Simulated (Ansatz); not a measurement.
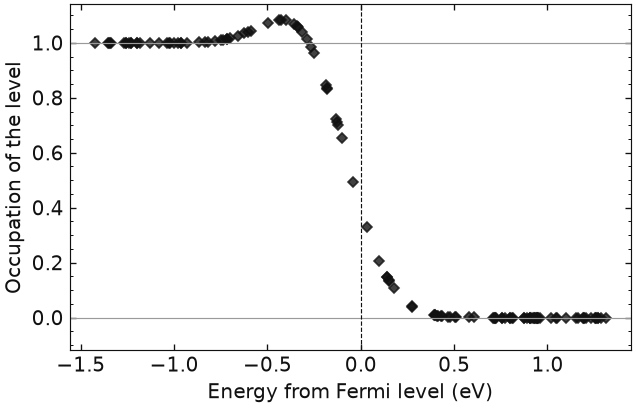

Occupations of the one-electron levels of the k mesh against their energy, from a run on Ti$_{3}$Al, space group P-6m2, 4 atoms in the cell, with Ansatz.

### Name the smearing function and its width.

cold (Marzari-Vanderbilt) smearing with a width of 0.3 eV. The occupations overshoot 1 below the Fermi level (up to 1.08) but never turn negative, and they are not symmetric about it.

### Is that width safe?

It is wide: energies, forces and moments pick up smearing errors, and small gaps get partly filled, so it should be reduced or extrapolated to zero width.
